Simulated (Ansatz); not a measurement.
Input file:

```
crystal:
  lattice:
    - [2.6692306523, 0.0, 0.0]
    - [-1.3346153261, 2.3116215535, 0.0]
    - [0.0, 0.0, 4.2240293924]
  atoms:
    - { symbol: Ru, position: [0.6666666667, 0.3333333333, 0.75] }
    - { symbol: Ru, position: [0.3333333333, 0.6666666667, 0.25] }
hamiltonian:
  xc: { name: BHLYP }
  pseudopotentials: { kind: paw }
kpoints:
  mp_grid: { grid: [6, 6, 3] }
scf:
  occupations: { method: fermi_dirac, width: 0.05 }
output:
  forces: true
  stress: true
  eigenvalues: true
  write_density: true
  write_potential: true
  elf: true
  volumetric_format: npy
```

Command:

```sh
ansatz run input.yaml --threads 2 --pin off --max-ram 5632MiB --backend cpu --events-out ev --progress --plain --runs-dir out
```

Below, planes, directions and counts refer to the conventional cell (a = 2.67 Å, b = 2.67 Å, c = 4.22 Å, α = 90.00°, β = 90.00°, γ = 120.00°).

Space group P6₃/mmc; computed pressure about 7 GPa in this cell.

These are results of Kohn-Sham DFT of a periodic cell, BHLYP, Ansatz PAW in Ansatz 0.2.0, not measurements.

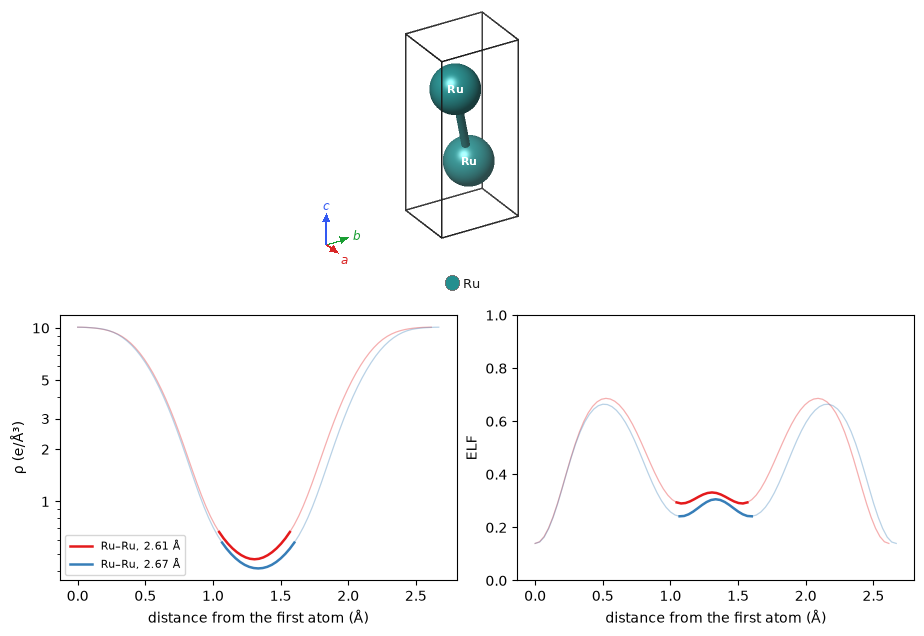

Ru. Valence pseudo-density and electron localisation function along straight lines between neighbouring atoms. Thin, pale parts lie inside the atomic spheres. The structure is drawn too.

In a PAW calculation such maps are meaningful between the atoms, not at the nuclei.

### What can be read from the curves?

Ru–Ru (2.61 Å): the density is about 0.46 e/Å³ at the midpoint; the ELF is about 0.35 at the midpoint.
Ru–Ru (2.67 Å): the density is about 0.41 e/Å³ at the midpoint; the ELF is about 0.30 at the midpoint.
